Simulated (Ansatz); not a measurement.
Input of the run:

```
crystal:
  lattice:
    - [0.0, 2.718432897, 2.718432897]
    - [2.718432897, 0.0, 2.718432897]
    - [2.718432897, 2.718432897, 0.0]
  atoms:
    - { symbol: Ga, position: [0.0, 0.0, 0.0] }
    - { symbol: P, position: [0.25, 0.25, 0.25] }
kpoints:
  mp_grid: { grid: [10, 10, 10] }
  band_path:
    path:
      - [0.0, 0.0, 0.0]
      - [-0.5, -0.5, 0.0]
      - [-0.375, -0.375, 0.25]
      - [-0.375, 0.0, 0.375]
      - [0.0, 0.0, 0.5]
      - [-0.5, -0.25, 0.25]
    npoints: 1
hamiltonian:
  xc: r2scan
  dispersion: rvv10
scf:
  occupations: { method: fermi_dirac, width: 0.03 }
  n_extra_bands: 4
output:
  forces: true
  stress: true
  eigenvalues: true
```

Launched with:
```bash
ansatz run input.yaml --threads 2 --pin off --max-ram 20275MiB --backend cpu --events-out ev --progress --plain --runs-dir out
```

What does the calculation give for the electronic structure?

There is a gap; over the k points computed it is 1.80 eV (indirect; the smallest direct gap is 2.41 eV). The upper group of valence states starts about 7.0 eV under the valence-band top, with a gap beneath it; it holds about 6 electrons a cell.

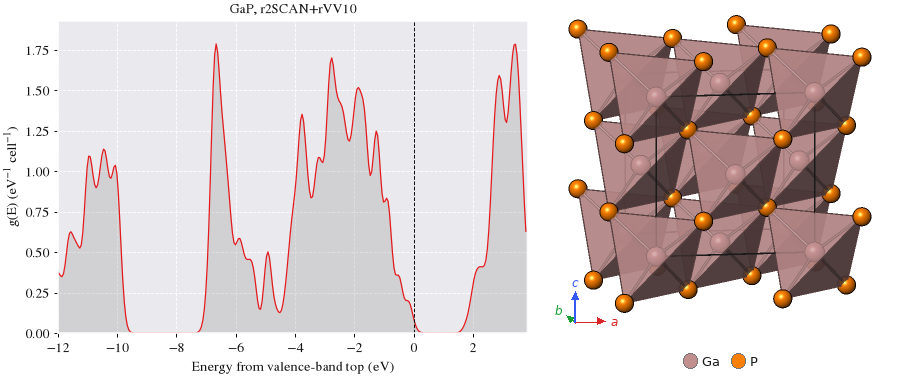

Density of states, beside the structure. Energies are counted from the top of the valence band. The curve is built from the levels of the k mesh with Gaussians 0.3 eV wide, which also blur the band edges.
